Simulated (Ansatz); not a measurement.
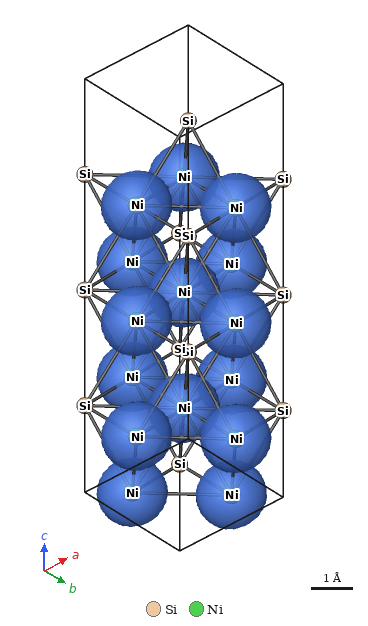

Figure. SiNi3. Isosurface of the valence charge density (pseudo) at 0.8 e/Å³ (blue), seen at an oblique angle. Sticks mark near contacts.

Space group P4mm; not relaxed (largest force 0.9 eV/Å); computed pressure about −5 GPa in this cell; computed without spin polarisation.

Computed with Ansatz 0.2.0, DFT PBEsol, scalar-relativistic, plane waves, PAW.

The density is the valence pseudo-density of a PAW calculation; it isn't the true density close to the nuclei.

> Which contacts does the surface bridge?

At this value the density breaks into separate islands; it holds about 80 % of the electrons treated as valence (semicore included). It bridges none of the near contacts. It is pinched off along the sampled Si–Ni (2.45 Å) and Ni–Ni (2.45 Å) contacts. On the grid the lowest density along these lines, outside the cores, is 0.38 e/Å³ (Si–Ni, 2.45 Å) and 0.34 e/Å³ (Ni–Ni, 2.45 Å).

> Metal or insulator at this level of theory?

It is gapless in this calculation (a metal or semimetal).
